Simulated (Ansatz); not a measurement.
## Single-point calculation, with input and output: ZrN (part 1 of 2)

ZrN (slab, 10 atoms in the cell), computed with DFT PBE, scalar-relativistic, plane waves, PAW, no spin polarisation (Ansatz 0.2.0).

The structure derives from an entry of the Crystallography Open Database. It belongs to a series of runs on one base structure; here: clean surface. Figures and captions count atoms from 1; the log counts them from 0 in places.

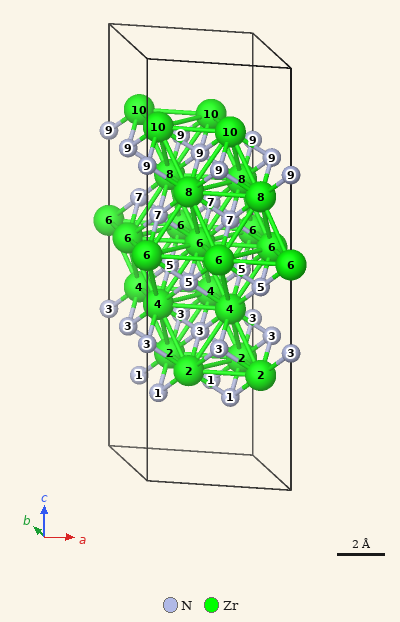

*The structure (ball-and-stick view of the 2 × 2 repeat of the cell, with the vacuum cut short, seen slightly off an axis; atoms are numbered from 1 in the order of the input).*

Near neighbours in the crystal (not all of them lie inside the picture): N has 3 Zr at 2.28 Å; Zr has 6 N at 2.28 Å and 9 Zr at 3.23 Å; N has 6 Zr at 2.25 to 2.31 Å; Zr has 6 N at 2.28 to 2.31 Å and 12 Zr at 3.18 to 3.29 Å; Zr has 3 N at 2.25 Å and 9 Zr at 3.18 to 3.23 Å.

### Results in brief

- outcome: converged
- electrons treated: 85
- free energy: −22851.5812 eV
- work function, top face: 4.42 eV
- work function, bottom face: 8.16 eV
- Fermi energy: 4.205 eV
- gap on the k-point mesh: none (metallic)
- work function (upper face): 4.42 eV
- largest force (length of the vector): 6.499 eV/Å
- hardware: 1 thread of Arm Neoverse V1, 24 GiB of memory available, shared host
- wall time: 2.5 min
- peak memory: 0.71 GiB

Notes on the run: the exchange-correlation potential is rough where the density is thin. The cell holds an odd number of electrons but the run has no spin polarisation, so it comes out as a metal.

### Input
```yaml
crystal:
  lattice:
    - [3.23038905, 0.0, 0.0]
    - [-1.61519452, 2.79759898, 0.0]
    - [0.0, 0.0, 29.8692075318]
  atoms:
    - { symbol: "N", position: [0.3333333329, 0.6666666668, 0.3013136519] }
    - { symbol: Zr, position: [0.6666666661, 0.3333333329, 0.3454661815] }
    - { symbol: "N", position: [0.0, 0.0, 0.389618701] }
    - { symbol: Zr, position: [0.3333333329, 0.6666666668, 0.4337712206] }
    - { symbol: "N", position: [0.6666666661, 0.3333333329, 0.4779237402] }
    - { symbol: Zr, position: [0.0, 0.0, 0.5221507291] }
    - { symbol: "N", position: [0.3333333329, 0.6666666668, 0.5676095866] }
    - { symbol: Zr, position: [0.6666666661, 0.3333333329, 0.613077875] }
    - { symbol: "N", position: [0.0, 0.0, 0.6567479484] }
    - { symbol: Zr, position: [0.3333333329, 0.6666666668, 0.6991181047] }
basis:
  ecutwfc: 420
  fft_grid_basis: typed
kpoints:
  mp_grid: { grid: [21, 21, 1] }
hamiltonian:
  xc: pbe
scf:
  occupations: { method: gaussian, width: 0.05 }
output:
  forces: true
  eigenvalues: true
  band_densities:
    - { e_range: [-2.0, -1.0] }
    - { e_range: [-1.0, -0.5] }
    - { e_range: [-0.5, -0.25] }
    - { e_range: [-0.25, 0.0] }
    - { e_range: [0.0, 0.25] }
    - { e_range: [0.25, 0.5] }
    - { e_range: [0.5, 1.0] }
    - { e_range: [1.0, 1.5] }
  band_residual_tolerance: 1.0e-05
  write_potential: true
  elf: true
  write_density: true
  volumetric_format: npy
efield:
  axis: 3
  dipole_correction: true
  ramp_width: 0.04
checkpoint:
  read: start.run
  write: ck
  compress: false
  write_wavefunctions: false
  write_every: 100000
```

Command:
```bash
ansatz run input.yaml --threads 1 --pin off --max-ram 2211MiB --backend cpu --events-out ev --progress --plain --runs-dir out
```

### Output
```
Engine: ansatz 0.2.0, aarch64-unknown-linux-gnu
Pseudopotentials: kind: paw
Pseudopotential: N, paw, valence charge 5, recommended cutoff 420 eV (normal), N.paw.azcp
Pseudopotential: Zr, paw, valence charge 12, recommended cutoff 420 eV (normal), Zr.paw.azcp
Functional definition: PBE
  parameter kappa = 0.804
  parameter beta = 0.06672455060314922
  exchange = pbe_x(kappa = kappa, mu = beta*pi^2/3)
  correlation = pbe_c(beta = beta)
Crystal: 10 atoms, lattice volume = 269.938 Å³
Basis set: ecut = 420 eV, 5379 PW (Γ), exchange–correlation on 48×48×400 points (8 copies of the dense FFT grid, shifted against one another)
Bands: 53, of which v1, the nominal top of the filled ones, is band 43 counted from 1 (42 counted from 0)
Symmetry: 6 space group operations
Space group: P3m1 (ITA 156), of the structure as read, at distance tolerance 6.5e-5 Å
k-points: 48 of 441 (time reversal used)
Non-local potential: N, projectors of the file, l = 0: 2, l = 1: 2, l = 2: 1
Non-local potential: Zr, projectors of the file, l = 0: 3, l = 1: 2, l = 2: 2, l = 3: 2
PAW form: soft (Blöchl's): semilocal exchange-correlation on the pseudo side does not see the compensation charge
PAW one-centre angular grid: N, 110 points (default); XC on 64 Gauss nodes
PAW one-centre angular grid: Zr, 590 points (default); XC on 64 Gauss nodes
Initial density: read from a saved state, or passed on in memory by an earlier SCF of this step, an earlier step, the calling program or the single point that the run made first
Stability of the state it starts from, as read at its close in the unpolarized treatment: not read negative (Ritz values of 1 − χ₀K, real part plus size of imaginary part, from 1.4 to 1.7, by its mixing steps under the symmetry group of the SCF that read it)
Initial wavefunctions: pseudopotential atomic-orbital guess
Functional: x = pbe(κ = 0.804, μ = 0.2195149727645171), c = pbe(β = 0.06672455060314922)
iter 1 solved again at ethr=1.70e-4 eV; its pass at ethr=3.10e-3 eV (dr2=1.45e-1 eV) is discarded
SCF iter   1: F=—  HF=-22851.583675 eV  |F-HF|=—  |Δ(HF+E_count)|=         —  Δρ=1.35e-3  dr2=1.23e-1  ethr=1.70e-4  p=0.185 e·Å  D=1.24e-1 V/Å  ΔV_dip=-3.71 eV  dr2_dipole=4.20e-2  V_vac-E_F(+/−)=4.45/8.16 eV  ⟨swp⟩=3.3  Hψ=15954  notcnv=0
efield: sawtooth ramp at fractional position 0.9800 (handed on by an earlier solve), width 0.0400; the density the first Hamiltonian is built on has a dipole p = 0.185 e·Å; the dipole correction subtracts the counter field D = 1.24e-1 V/Å, which shifts the + side's vacuum level by -3.71 eV against the − side's; the planar-averaged density in the ramp window peaks in size at 2.6e-7 e/Å³
preconditioner: auto → LDOS  [metal: Δε(μ)=0.007 eV  Ē_g=8.211 eV  σ=0.050 eV  W_gap=0.08  n_scr=26 (ndim 8)  ℏωp=15.2 eV  f_vac=0.491  D(μ)=7.13/eV (n_scr^D=20)  β→1.0]
SCF iter   2: F=—  HF=-22851.581390 eV  |F-HF|=—  |Δ(HF+E_count)|=   2.28e-3  Δρ=4.03e-4  dr2=4.17e-3  ethr=1.45e-4  p=0.187 e·Å  D=1.25e-1 V/Å  ΔV_dip=-3.74 eV  dr2_dipole=2.32e-3  V_vac-E_F(+/−)=4.42/8.16 eV  ⟨swp⟩=1.1  Hψ=2557  notcnv=0
SCF iter   3: F=—  HF=-22851.581541 eV  |F-HF|=—  |Δ(HF+E_count)|=   1.50e-4  Δρ=1.59e-4  dr2=9.26e-5  ethr=4.91e-6  p=0.187 e·Å  D=1.25e-1 V/Å  ΔV_dip=-3.74 eV  dr2_dipole=1.18e-7  V_vac-E_F(+/−)=4.42/8.16 eV  ⟨swp⟩=2.2  Hψ=3663  notcnv=0
SCF iter   4: F=—  HF=-22851.581216 eV  |F-HF|=—  |Δ(HF+E_count)|=   3.25e-4  Δρ=9.69e-5  dr2=4.72e-5  ethr=1.09e-7  p=0.187 e·Å  D=1.25e-1 V/Å  ΔV_dip=-3.74 eV  dr2_dipole=2.12e-6  V_vac-E_F(+/−)=4.42/8.16 eV  ⟨swp⟩=2.9  Hψ=4804  notcnv=0
SCF iter   5: F=—  HF=-22851.581219 eV  |F-HF|=—  |Δ(HF+E_count)|=   3.76e-6  Δρ=3.13e-5  dr2=3.28e-6  ethr=5.56e-8  p=0.187 e·Å  D=1.25e-1 V/Å  ΔV_dip=-3.74 eV  dr2_dipole=5.35e-8  V_vac-E_F(+/−)=4.42/8.16 eV  ⟨swp⟩=2.2  Hψ=4062  notcnv=0
SCF iter   6: F=—  HF=-22851.581223 eV  |F-HF|=—  |Δ(HF+E_count)|=   3.70e-6  Δρ=1.66e-5  dr2=2.02e-6  ethr=3.86e-9  p=0.187 e·Å  D=1.25e-1 V/Å  ΔV_dip=-3.73 eV  dr2_dipole=7.73e-7  V_vac-E_F(+/−)=4.42/8.16 eV  ⟨swp⟩=3.0  Hψ=4710  notcnv=0
SCF iter   7: F=—  HF=-22851.581224 eV  |F-HF|=—  |Δ(HF+E_count)|=   1.11e-6  Δρ=4.77e-6  dr2=2.63e-7  ethr=2.38e-9  p=0.186 e·Å  D=1.25e-1 V/Å  ΔV_dip=-3.73 eV  dr2_dipole=1.17e-7  V_vac-E_F(+/−)=4.43/8.16 eV  ⟨swp⟩=1.9  Hψ=2952  notcnv=0
SCF iter   8: F=-22851.581224 eV  HF=-22851.581224 eV  |F-HF|=1.31e-8  |Δ(HF+E_count)|=   1.67e-7  Δρ=1.34e-6  dr2=2.01e-8  ethr=1.18e-10  p=0.186 e·Å  D=1.25e-1 V/Å  ΔV_dip=-3.73 eV  dr2_dipole=4.98e-9  V_vac-E_F(+/−)=4.43/8.16 eV  ⟨swp⟩=25.5  Hψ=26249  notcnv=0
SCF 1 converged in 8 iterations: F = -22851.581224 eV  dr2 = 2.01e-8
  greatest PAW one-centre occupation: 0.996 electrons in one spin orbital (limit 2), on the Zr atom at site 9 (counted from 0), in its partial waves of l = 0
```

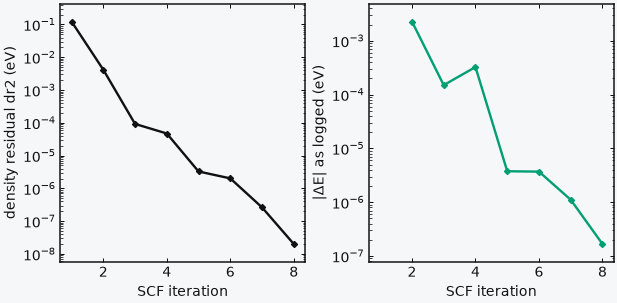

*Convergence of the self-consistent field: density residual dr2 and size of the energy change against the SCF iteration.*

The residual falls at every step.

```
NSCF: frozen V_eff on 8 k-points
efield: sawtooth ramp at fractional position 0.9800 (kept from the solve that this one continues, or follows in the run), width 0.0400; the density the first Hamiltonian is built on has a dipole p = 0.186 e·Å; the dipole correction subtracts the counter field D = 1.25e-1 V/Å, which shifts the + side's vacuum level by -3.73 eV against the − side's; the planar-averaged density in the ramp window peaks in size at 2.7e-7 e/Å³
WARN: The output density's exchange-correlation potential varies sharply where the density is thin. Do not read a vacuum level from v_tot or v_xc, or from such a field of the output density. On a cell that repeats whose density bears no net charge and no dipole along the vacuum's axis use v_es (v_loc + v_h of the components); under efield.dipole_correction with no amplitude use v_es + v_field, which holds any external_charges[].barrier, or the levels of the report's work_function block, which leave it out; under a non-zero efield.amplitude the vacuum is tilted and has no level; on a cell that repeats and bears such a dipole with no correction it is tilted too, and efield.dipole_correction with no amplitude gives each side of its ramp a level where efield: is served; in a cell that repeats whose density bears a net charge (total_charge, or a fill off its count) it is curved and has none; of a slab under crystal.periodic whose density bears no net charge use v_es, which has a level on each side, short of where the two are joined; of another it falls or rises all the way out and has none; of a slab beside external_charges read slab_vacuum_level instead, which it has where they leave it neutral. The grid or the basis barely resolves most such structure, and the values can differ between equally converged runs; as a rule a tighter scf.convergence.dr2_threshold does not remove it. Where the density itself ripples (under the LDA too) a higher basis.ecutwfc lessens it. The files hold the spikes' plane waves up to the density's cutoff. Files: v_tot_of_output_density and the like, and their columns of v_z.tsv (output.write_potential); v_xc_of_output_density and the like, and their columns of v_comp_z.tsv (output.write_potential_components). Measured: with its Gaussian average of σ = 0.25 Å subtracted twice, the exchange-correlation potential is over 0.1 eV at 175 of the grid points where the equally averaged density (valence and model cores) is under 1e-3 e/Å³, and 0.234 eV at the most among them, at an averaged density of 2.1e-8 e/Å³. The input density's (outcome.potential() and, of a run that writes arrays, v_tot and v_xc) is over 0.1 eV, so measured, at 1 points of its own thin density, 0.119 eV at the most. See output.write_potential in the manual, Limitations
SCF converged after 8 iterations
Free energy (F): -22851.581224 eV
Harris-Foulkes:  -22851.581224 eV  (|F-HF|=1.31e-8)
Internal energy: -22851.572121 eV  (E = F + TS)
E sigma→0 (E₀):  -22851.576673 eV
Entropy (-TS):   -0.009103 eV (-0.910 meV/atom)
Fermi energy:    4.205409 eV
Dipole field:    D = 0.125076 V/Å  (p = 0.186584 e·Å, saw-weighted, corrected)
Work function:   Φ+ = 4.4248 eV   Φ− = 8.1607 eV
Levels:          The Fermi level and band energies are counted from a zero that moves with the ramp; work functions are not
--- Per-component energies (eV) ---
  E_band       = -1222.415317
  E_kinetic    = 2325.940790
  E_local      = -114888.365055  (includes V_loc(G=0)·N_el)
  E_nonlocal   = 618.070037
  E_hartree    = 56281.202933
  E_xc         = -1116.077430
  E_vxc        = -1346.473928  (∫ρ·V_xc dr)
  E_paw        = -15401.549422  (= ΣΔE_a)
  E_vpaw       = -490.945684  (= ΣTr[D̂ρ^β])
  E_aug_tail   = 0.000576  (compensation charges beyond the density's cutoff)
  E_efield     = 0.011669  (sawtooth field / dipole correction)
  E_vefield    = -3.074025  (∫n·V_field dr)
  E_ewald      = 49329.193781
  E_smearing   = -0.009103  (= −TS)
  E_closure    = -0.000000  (closes the sum)
  Σ components = -22851.581224   (vs F -22851.581224, Δ=0.00e0)
```
